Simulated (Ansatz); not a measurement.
# Residual resistivity of an alloy: Ta(100) with 4 layers of random Ta-W, 2x2, part 2 of 2

Aim: the residual resistivity of a random alloy, from Ta(100) with 4 layers of random Ta-W, 2x2 and longer regions.

Ansatz 0.2.0; Ansatz plane-wave DFT, PBE, PAW files; ballistic transport by layer matching (Landauer), zero bias; PAW set soft_1.

So far. Step 2 (With 4 alloy layers): Over the solved energies the transmission per spin lies between 8.89 and 9.38, out of 10.3 channels of the lead on average (up to 10.5).

**3. With 8 alloy layers**

System of this step: Ta(100) with 8 layers of random Ta-W, 2x2. The cell holds 72 atoms: 68 Ta and 4 W. Cell: a = 6.605 Å, b = 6.605 Å, c = 29.723 Å, α = 90.0°, β = 90.0°, γ = 90.0°. It derives from Ta. Regions: lead, 40 atoms (40 Ta); scattering region, 32 atoms (28 Ta and 4 W). The structure is stacked along c, and the current runs across the ab planes.

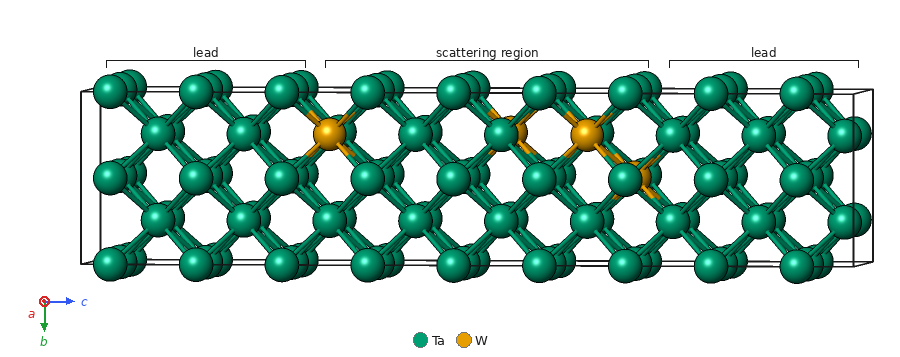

The cell of this step (tantalum teal, tungsten orange). Some periodic images of atoms are drawn too.

File input.yaml:

```yaml
crystal:
  lattice:
    - [6.60512, 0.0, 0.0]
    - [0.0, 6.60512, 0.0]
    - [0.0, 0.0, 29.72304]
  atoms:
    - { symbol: Ta, position: [0.0, 0.0, 0.0277777778] }
    - { symbol: Ta, position: [0.0, 0.5, 0.0277777778] }
    - { symbol: Ta, position: [0.5, 0.0, 0.0277777778] }
    - { symbol: Ta, position: [0.5, 0.5, 0.0277777778] }
    - { symbol: Ta, position: [0.25, 0.25, 0.0833333333] }
    - { symbol: Ta, position: [0.25, 0.75, 0.0833333333] }
    - { symbol: Ta, position: [0.75, 0.25, 0.0833333333] }
    - { symbol: Ta, position: [0.75, 0.75, 0.0833333333] }
    - { symbol: Ta, position: [0.0, 0.0, 0.1388888889] }
    - { symbol: Ta, position: [0.0, 0.5, 0.1388888889] }
    - { symbol: Ta, position: [0.5, 0.0, 0.1388888889] }
    - { symbol: Ta, position: [0.5, 0.5, 0.1388888889] }
    - { symbol: Ta, position: [0.25, 0.25, 0.1944444444] }
    - { symbol: Ta, position: [0.25, 0.75, 0.1944444444] }
    - { symbol: Ta, position: [0.75, 0.25, 0.1944444444] }
    - { symbol: Ta, position: [0.75, 0.75, 0.1944444444] }
    - { symbol: Ta, position: [0.0, 0.0, 0.25] }
    - { symbol: Ta, position: [0.0, 0.5, 0.25] }
    - { symbol: Ta, position: [0.5, 0.0, 0.25] }
    - { symbol: Ta, position: [0.5, 0.5, 0.25] }
    - { symbol: Ta, position: [0.25, 0.25, 0.3055555556] }
    - { symbol: Ta, position: [0.25, 0.75, 0.3055555556] }
    - { symbol: W, position: [0.75, 0.25, 0.3055555556] }
    - { symbol: Ta, position: [0.75, 0.75, 0.3055555556] }
    - { symbol: Ta, position: [0.0, 0.0, 0.3611111111] }
    - { symbol: Ta, position: [0.0, 0.5, 0.3611111111] }
    - { symbol: Ta, position: [0.5, 0.0, 0.3611111111] }
    - { symbol: Ta, position: [0.5, 0.5, 0.3611111111] }
    - { symbol: Ta, position: [0.25, 0.25, 0.4166666667] }
    - { symbol: Ta, position: [0.25, 0.75, 0.4166666667] }
    - { symbol: Ta, position: [0.75, 0.25, 0.4166666667] }
    - { symbol: Ta, position: [0.75, 0.75, 0.4166666667] }
    - { symbol: Ta, position: [0.0, 0.0, 0.4722222222] }
    - { symbol: Ta, position: [0.0, 0.5, 0.4722222222] }
    - { symbol: Ta, position: [0.5, 0.0, 0.4722222222] }
    - { symbol: Ta, position: [0.5, 0.5, 0.4722222222] }
    - { symbol: W, position: [0.25, 0.25, 0.5277777778] }
    - { symbol: Ta, position: [0.25, 0.75, 0.5277777778] }
    - { symbol: Ta, position: [0.75, 0.25, 0.5277777778] }
    - { symbol: Ta, position: [0.75, 0.75, 0.5277777778] }
    - { symbol: Ta, position: [0.0, 0.0, 0.5833333333] }
    - { symbol: Ta, position: [0.0, 0.5, 0.5833333333] }
    - { symbol: Ta, position: [0.5, 0.0, 0.5833333333] }
    - { symbol: Ta, position: [0.5, 0.5, 0.5833333333] }
    - { symbol: Ta, position: [0.25, 0.25, 0.6388888889] }
    - { symbol: Ta, position: [0.25, 0.75, 0.6388888889] }
    - { symbol: W, position: [0.75, 0.25, 0.6388888889] }
    - { symbol: Ta, position: [0.75, 0.75, 0.6388888889] }
    - { symbol: Ta, position: [0.0, 0.0, 0.6944444444] }
    - { symbol: Ta, position: [0.0, 0.5, 0.6944444444] }
    - { symbol: Ta, position: [0.5, 0.0, 0.6944444444] }
    - { symbol: W, position: [0.5, 0.5, 0.6944444444] }
    - { symbol: Ta, position: [0.25, 0.25, 0.75] }
    - { symbol: Ta, position: [0.25, 0.75, 0.75] }
    - { symbol: Ta, position: [0.75, 0.25, 0.75] }
    - { symbol: Ta, position: [0.75, 0.75, 0.75] }
    - { symbol: Ta, position: [0.0, 0.0, 0.8055555556] }
    - { symbol: Ta, position: [0.0, 0.5, 0.8055555556] }
    - { symbol: Ta, position: [0.5, 0.0, 0.8055555556] }
    - { symbol: Ta, position: [0.5, 0.5, 0.8055555556] }
    - { symbol: Ta, position: [0.25, 0.25, 0.8611111111] }
    - { symbol: Ta, position: [0.25, 0.75, 0.8611111111] }
    - { symbol: Ta, position: [0.75, 0.25, 0.8611111111] }
    - { symbol: Ta, position: [0.75, 0.75, 0.8611111111] }
    - { symbol: Ta, position: [0.0, 0.0, 0.9166666667] }
    - { symbol: Ta, position: [0.0, 0.5, 0.9166666667] }
    - { symbol: Ta, position: [0.5, 0.0, 0.9166666667] }
    - { symbol: Ta, position: [0.5, 0.5, 0.9166666667] }
    - { symbol: Ta, position: [0.25, 0.25, 0.9722222222] }
    - { symbol: Ta, position: [0.25, 0.75, 0.9722222222] }
    - { symbol: Ta, position: [0.75, 0.25, 0.9722222222] }
    - { symbol: Ta, position: [0.75, 0.75, 0.9722222222] }
kpoints:
  mp_grid: { grid: [4, 4, 1] }
hamiltonian:
  xc: pbe
  pseudopotentials: { kind: paw, azcp: { folder: soft_1 } }
scf:
  occupations: { method: fermi_dirac, width: 0.1 }
output:
  transmission: { leads: [[0, 4]], kmesh: [8, 8], e_range: [-0.05, 0.05], de: 0.05 }
  write_potential: true
  write_density: true
  volumetric_format: npy
```

Command:

```sh
$ ansatz run input.yaml --threads 8 --pin off --max-ram 15360MiB --backend cpu --events-out ev --progress --plain --runs-dir out
```

Numbers of over 12 decimals in the logs are rounded to 6 here.

What it wrote:

```text
[...]
Crystal: 72 atoms, lattice volume = 1296.745 Å³
Basis set: ecut = 420 eV, 25307 PW (Γ)
Bands: 564, of which v1, the nominal top of the filled ones, is band 470 counted from 1 (469 counted from 0)
Symmetry: 1 space group operations
[...]
k-points: 10 of 16 (time reversal used)
[...]
SCF iter   1: F=—  HF=-717054.939199 eV  |F-HF|=—  |Δ(HF+E_count)|=         —  Δρ=8.26e-2  dr2=1.21e3  ethr=3.10e-3  ⟨swp⟩=6.8  Hψ=22992  notcnv=0  defer=2
[...]
SCF iter  10: F=-717005.315817 eV  HF=-717005.315817 eV  |F-HF|=9.31e-10  |Δ(HF+E_count)|=   3.45e-8  Δρ=2.29e-7  dr2=1.31e-9  ethr=1.06e-11  ⟨swp⟩=16.6  Hψ=22768  notcnv=0
SCF 1 converged in 10 iterations: F = -717005.315817 eV  dr2 = 1.31e-9
[...]
transmission: 198 of 1836 steps passed
transmission: 378 of 1836 steps passed
[...]
transmission: 1836 of 1836 steps passed
SCF converged after 10 iterations
Free energy (F): -717005.315817 eV
[...]
Internal energy: -717002.325395 eV  (E = F + TS)
E sigma→0 (E₀):  -717003.820606 eV
Entropy (-TS):   -2.990422 eV (-41.534 meV/atom)
Fermi energy:    18.527712 eV
[...]
--- Band table (eV; the first three rows and the last of 10) ---
  k-point 0: bands = [... 466 lower, 19.1356, 19.1763, 19.1777, 19.1815, 19.1845, 19.1929, 19.2053, 19.2055, ... 90 higher]
  k-point 1: bands = [... 466 lower, 18.8092, 18.8208, 18.8233, 18.8351, 18.9137, 18.9263, 18.9711, 18.9843, ... 90 higher]
  k-point 2: bands = [... 466 lower, 18.4010, 18.4351, 18.4577, 18.4648, 18.5227, 18.5705, 18.5835, 18.6014, ... 90 higher]
  k-point 9: bands = [... 466 lower, 17.8259, 17.8397, 17.9151, 17.9254, 17.9326, 17.9434, 17.9500, 17.9622, ... 90 higher]
--- Transmission ---
  basis      : 377 plane waves across, 54 finite elements along
  points     : 34, standing for a mesh of 8 x 8
[...]
channels       : 1.048438e1 a spin
[...]
junction   : crystal 0 to crystal 0, 0.70 to 28.77 Å
    transmission   : 8.611853e0 a spin
[...]
```

Elapsed: 15 min, on 8 threads of Arm Neoverse V2, shared host; peak memory 8.4 GiB.

Numbers from this step:

```yaml
free_energy: -717005.3158 eV
energy_at_zero_smearing: -717003.8206 eV
fermi_energy: 18.53 eV
transmission_per_spin_nearest_the_fermi_level: 8.612
step_of_the_lead_s_potential: 4.7 meV
```

Per spin. Table of transmission, zone mean by energy, zero at the Fermi level:

```csv
energy (eV),"transmission, zone mean"
-0.0500,8.74
0.0000,8.61
0.0500,8.18
```

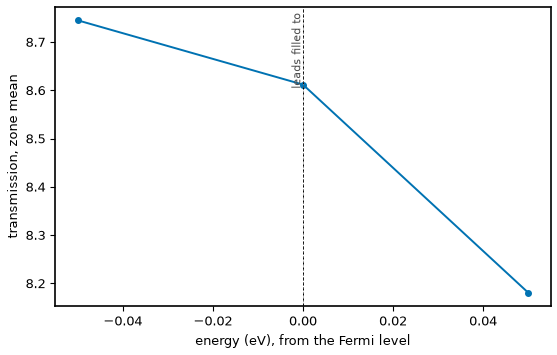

Transmission, zone mean against energy.

Over the solved energies the transmission per spin lies between 8.18 and 8.74, out of 10.2 channels of the lead on average (up to 10.5).

**4. With 12 alloy layers**

System of this step: Ta(100) with 12 layers of random Ta-W, 2x2. The cell holds 88 atoms: 82 Ta and 6 W. Its edges and angles: a = 6.605 Å, b = 6.605 Å, c = 36.328 Å, α = 90.0°, β = 90.0°, γ = 90.0°. It derives from Ta. Regions: lead, 40 atoms (40 Ta); scattering region, 48 atoms (42 Ta and 6 W). The structure is stacked along c, and the current runs across the ab planes.

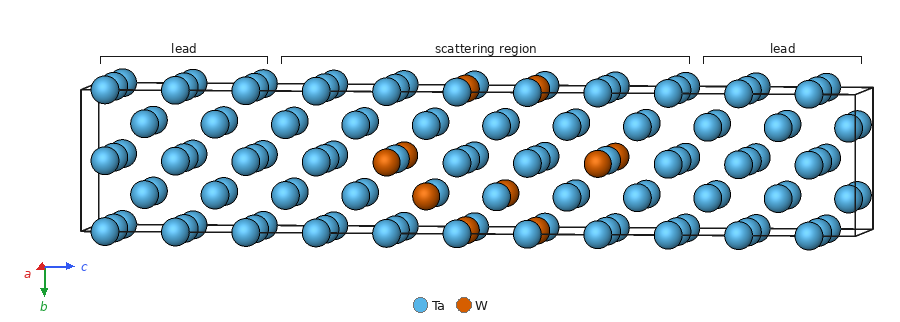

The cell of this step (tantalum blue, tungsten orange). Some periodic images of atoms are drawn too.

File input.yaml:

```yaml
crystal:
  lattice:
    - [6.60512, 0.0, 0.0]
    - [0.0, 6.60512, 0.0]
    - [0.0, 0.0, 36.32816]
  atoms:
    - { symbol: Ta, position: [0.0, 0.0, 0.0227272727] }
    - { symbol: Ta, position: [0.0, 0.5, 0.0227272727] }
    - { symbol: Ta, position: [0.5, 0.0, 0.0227272727] }
    - { symbol: Ta, position: [0.5, 0.5, 0.0227272727] }
    - { symbol: Ta, position: [0.25, 0.25, 0.0681818182] }
    - { symbol: Ta, position: [0.25, 0.75, 0.0681818182] }
    - { symbol: Ta, position: [0.75, 0.25, 0.0681818182] }
    - { symbol: Ta, position: [0.75, 0.75, 0.0681818182] }
    - { symbol: Ta, position: [0.0, 0.0, 0.1136363636] }
    - { symbol: Ta, position: [0.0, 0.5, 0.1136363636] }
    - { symbol: Ta, position: [0.5, 0.0, 0.1136363636] }
    - { symbol: Ta, position: [0.5, 0.5, 0.1136363636] }
    - { symbol: Ta, position: [0.25, 0.25, 0.1590909091] }
    - { symbol: Ta, position: [0.25, 0.75, 0.1590909091] }
    - { symbol: Ta, position: [0.75, 0.25, 0.1590909091] }
    - { symbol: Ta, position: [0.75, 0.75, 0.1590909091] }
    - { symbol: Ta, position: [0.0, 0.0, 0.2045454545] }
    - { symbol: Ta, position: [0.0, 0.5, 0.2045454545] }
    - { symbol: Ta, position: [0.5, 0.0, 0.2045454545] }
    - { symbol: Ta, position: [0.5, 0.5, 0.2045454545] }
    - { symbol: Ta, position: [0.25, 0.25, 0.25] }
    - { symbol: Ta, position: [0.25, 0.75, 0.25] }
    - { symbol: Ta, position: [0.75, 0.25, 0.25] }
    - { symbol: Ta, position: [0.75, 0.75, 0.25] }
    - { symbol: Ta, position: [0.0, 0.0, 0.2954545455] }
    - { symbol: Ta, position: [0.0, 0.5, 0.2954545455] }
    - { symbol: Ta, position: [0.5, 0.0, 0.2954545455] }
    - { symbol: Ta, position: [0.5, 0.5, 0.2954545455] }
    - { symbol: Ta, position: [0.25, 0.25, 0.3409090909] }
    - { symbol: Ta, position: [0.25, 0.75, 0.3409090909] }
    - { symbol: Ta, position: [0.75, 0.25, 0.3409090909] }
    - { symbol: Ta, position: [0.75, 0.75, 0.3409090909] }
    - { symbol: Ta, position: [0.0, 0.0, 0.3863636364] }
    - { symbol: W, position: [0.0, 0.5, 0.3863636364] }
    - { symbol: Ta, position: [0.5, 0.0, 0.3863636364] }
    - { symbol: Ta, position: [0.5, 0.5, 0.3863636364] }
    - { symbol: Ta, position: [0.25, 0.25, 0.4318181818] }
    - { symbol: Ta, position: [0.25, 0.75, 0.4318181818] }
    - { symbol: Ta, position: [0.75, 0.25, 0.4318181818] }
    - { symbol: W, position: [0.75, 0.75, 0.4318181818] }
    - { symbol: Ta, position: [0.0, 0.0, 0.4772727273] }
    - { symbol: Ta, position: [0.0, 0.5, 0.4772727273] }
    - { symbol: W, position: [0.5, 0.0, 0.4772727273] }
    - { symbol: Ta, position: [0.5, 0.5, 0.4772727273] }
    - { symbol: Ta, position: [0.25, 0.25, 0.5227272727] }
    - { symbol: W, position: [0.25, 0.75, 0.5227272727] }
    - { symbol: Ta, position: [0.75, 0.25, 0.5227272727] }
    - { symbol: Ta, position: [0.75, 0.75, 0.5227272727] }
    - { symbol: Ta, position: [0.0, 0.0, 0.5681818182] }
    - { symbol: Ta, position: [0.0, 0.5, 0.5681818182] }
    - { symbol: W, position: [0.5, 0.0, 0.5681818182] }
    - { symbol: Ta, position: [0.5, 0.5, 0.5681818182] }
    - { symbol: Ta, position: [0.25, 0.25, 0.6136363636] }
    - { symbol: Ta, position: [0.25, 0.75, 0.6136363636] }
    - { symbol: Ta, position: [0.75, 0.25, 0.6136363636] }
    - { symbol: Ta, position: [0.75, 0.75, 0.6136363636] }
    - { symbol: Ta, position: [0.0, 0.0, 0.6590909091] }
    - { symbol: W, position: [0.0, 0.5, 0.6590909091] }
    - { symbol: Ta, position: [0.5, 0.0, 0.6590909091] }
    - { symbol: Ta, position: [0.5, 0.5, 0.6590909091] }
    - { symbol: Ta, position: [0.25, 0.25, 0.7045454545] }
    - { symbol: Ta, position: [0.25, 0.75, 0.7045454545] }
    - { symbol: Ta, position: [0.75, 0.25, 0.7045454545] }
    - { symbol: Ta, position: [0.75, 0.75, 0.7045454545] }
    - { symbol: Ta, position: [0.0, 0.0, 0.75] }
    - { symbol: Ta, position: [0.0, 0.5, 0.75] }
    - { symbol: Ta, position: [0.5, 0.0, 0.75] }
    - { symbol: Ta, position: [0.5, 0.5, 0.75] }
    - { symbol: Ta, position: [0.25, 0.25, 0.7954545455] }
    - { symbol: Ta, position: [0.25, 0.75, 0.7954545455] }
    - { symbol: Ta, position: [0.75, 0.25, 0.7954545455] }
    - { symbol: Ta, position: [0.75, 0.75, 0.7954545455] }
    - { symbol: Ta, position: [0.0, 0.0, 0.8409090909] }
    - { symbol: Ta, position: [0.0, 0.5, 0.8409090909] }
    - { symbol: Ta, position: [0.5, 0.0, 0.8409090909] }
    - { symbol: Ta, position: [0.5, 0.5, 0.8409090909] }
    - { symbol: Ta, position: [0.25, 0.25, 0.8863636364] }
    - { symbol: Ta, position: [0.25, 0.75, 0.8863636364] }
    - { symbol: Ta, position: [0.75, 0.25, 0.8863636364] }
    - { symbol: Ta, position: [0.75, 0.75, 0.8863636364] }
    - { symbol: Ta, position: [0.0, 0.0, 0.9318181818] }
    - { symbol: Ta, position: [0.0, 0.5, 0.9318181818] }
    - { symbol: Ta, position: [0.5, 0.0, 0.9318181818] }
    - { symbol: Ta, position: [0.5, 0.5, 0.9318181818] }
    - { symbol: Ta, position: [0.25, 0.25, 0.9772727273] }
    - { symbol: Ta, position: [0.25, 0.75, 0.9772727273] }
    - { symbol: Ta, position: [0.75, 0.25, 0.9772727273] }
    - { symbol: Ta, position: [0.75, 0.75, 0.9772727273] }
kpoints:
  mp_grid: { grid: [4, 4, 1] }
hamiltonian:
  xc: pbe
  pseudopotentials: { kind: paw, azcp: { folder: soft_1 } }
scf:
  occupations: { method: fermi_dirac, width: 0.1 }
output:
  transmission: { leads: [[0, 4]], kmesh: [8, 8], e_range: [-0.05, 0.05], de: 0.05 }
  write_potential: true
  write_density: true
  volumetric_format: npy
```

What it wrote:

```text
[...]
Crystal: 88 atoms, lattice volume = 1584.911 Å³
Basis set: ecut = 420 eV, 30897 PW (Γ)
Bands: 690, of which v1, the nominal top of the filled ones, is band 575 counted from 1 (574 counted from 0)
Symmetry: 1 space group operations
[...]
k-points: 10 of 16 (time reversal used)
[...]
SCF iter   1: F=—  HF=-876909.801808 eV  |F-HF|=—  |Δ(HF+E_count)|=         —  Δρ=8.78e-2  dr2=3.09e3  ethr=3.10e-3  ⟨swp⟩=6.6  Hψ=28520  notcnv=0  defer=7
[...]
SCF iter   9: F=-876842.897100 eV  HF=-876842.897100 eV  |F-HF|=9.20e-9  |Δ(HF+E_count)|=   2.90e-8  Δρ=5.59e-7  dr2=1.13e-8  ethr=8.70e-12  ⟨swp⟩=16.2  Hψ=26968  notcnv=0
SCF 1 converged in 9 iterations: F = -876842.897100 eV  dr2 = 1.13e-8
[...]
transmission: 234 of 2278 steps passed
transmission: 456 of 2278 steps passed
[...]
transmission: 2278 of 2278 steps passed
SCF converged after 9 iterations
Free energy (F): -876842.897100 eV
[...]
Internal energy: -876839.327560 eV  (E = F + TS)
E sigma→0 (E₀):  -876841.112330 eV
Entropy (-TS):   -3.569540 eV (-40.563 meV/atom)
Fermi energy:    18.533770 eV
[...]
--- Band table (eV; the first three rows and the last of 10) ---
  k-point 0: bands = [... 571 lower, 19.1964, 19.2043, 19.2188, 19.2192, 19.2241, 19.2251, 19.2266, 19.2368, ... 111 higher]
  k-point 1: bands = [... 571 lower, 18.8417, 18.8430, 18.8510, 18.8745, 18.8797, 18.8880, 18.9050, 18.9214, ... 111 higher]
  k-point 2: bands = [... 571 lower, 18.3482, 18.3583, 18.3612, 18.5097, 18.5278, 18.5372, 18.5459, 18.5641, ... 111 higher]
  k-point 9: bands = [... 571 lower, 17.7772, 17.7862, 17.7900, 17.8499, 17.8512, 17.8570, 17.8589, 17.8804, ... 111 higher]
--- Transmission ---
  basis      : 377 plane waves across, 67 finite elements along
  points     : 34, standing for a mesh of 8 x 8
[...]
channels       : 1.048438e1 a spin
[...]
junction   : crystal 0 to crystal 0, 0.95 to 35.63 Å
    transmission   : 7.870583e0 a spin
[...]
```

It took 20 min on 8 threads; peak memory 8.9 GiB.

This step gave:

```yaml
free_energy: -876842.8971 eV
energy_at_zero_smearing: -876841.1123 eV
transmission_per_spin_nearest_the_fermi_level: 7.871
step_of_the_lead_s_potential: 1.5 meV
```

Per spin. Table of transmission, zone mean by energy, zero at the Fermi level:

```csv
energy (eV),"transmission, zone mean"
-0.0500,8.07
0.0000,7.87
0.0500,7.54
```

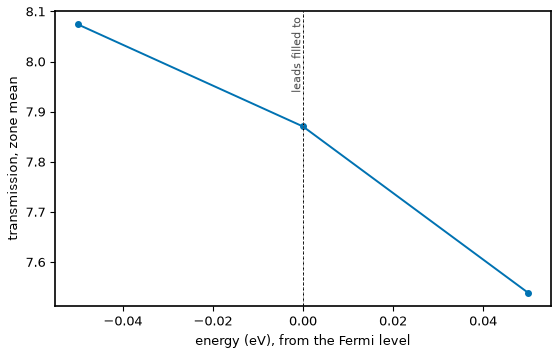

Transmission, zone mean against energy.

Over the solved energies the transmission per spin lies between 7.54 and 8.07, out of 10.2 channels of the lead on average (up to 10.5).

**5. Resistance against length**

This step: Ansatz plane-wave DFT, PBE, PAW files; ballistic transport by layer matching (Landauer), zero bias; residual resistivity from the slope of the area resistance, atoms on the host's lattice; PAW set soft_1 (Ansatz 0.2.0).

This step gave:

| Quantity | Value |
| --- | --- |
| resistivity | 7.931 µΩ cm |
| intercept | 0.009045 fΩ m² |
| scatter about the fit | 0.002581 fΩ m² |

Resistance, by row:

```csv
run,length (Å),T,channels N,RA (fΩ m²)
n4,6.605,9.196,10.26,0.06325
n8,13.21,8.513,10.21,0.1102
n12,19.82,7.828,10.21,0.168
```

Table of area resistance by length of the alloy:

```csv
length of the alloy (Å),area resistance (fΩ m²)
6.61,0.0633
13.21,0.110
19.82,0.168
```

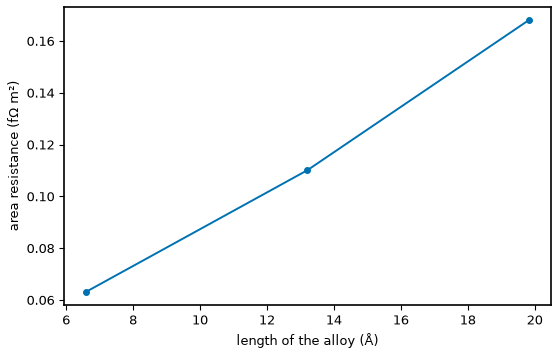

Area resistance against length of the alloy.

The area resistance goes from 0.063 to 0.17 fΩ m² between 6.6 and 19.8 Å, a slope of 7.9 µΩ cm.

By hand from the end points: (0.1680 − 0.06325) fΩ m² / (19.82 − 6.61) Å = 7.9 µΩ cm, since 1 fΩ m² per Å is 1000 µΩ cm.

**6. Outcome**

| Item | Value |
| --- | --- |
| resistivity from the slope | 7.93 µΩ cm |
| area resistance over 6.61 Å | 0.0633 fΩ m² |
| area resistance over 13.2 Å | 0.110 fΩ m² |
| area resistance over 19.8 Å | 0.168 fΩ m² |

What this shows: The slope gives 7.9 µΩ cm. The points scatter by 0.0026 fΩ m² about the line, with one random draw a length in a 2x2 cell, so the slope is a rough value. Read with a model of isotropic scattering on a spherical Fermi surface and the lead's 1.8×10¹⁵ S/m², this slope means a mean free path near 58 Å; over these lengths the model's slope is 1.11 times its bulk resistivity, which would be 7.1 µΩ cm. The draw over the shortest length came out nearly ordered, with 32 symmetry operations, so that point is a poor sample of a random alloy. The atoms sit on the host's lattice, so scattering by size misfit is left out. Spin-orbit coupling is left out, which matters for Ta and W.

[Logs are printed without paths, hosts, clocks, repeated set-up lines and the standing remarks that a program may print on its own settings, such as how far it seeks lower states.]

[Hosts, paths, dates, database ids (printed as entryN), source tags and the programs' standing remarks are cut or masked in the printed files.]
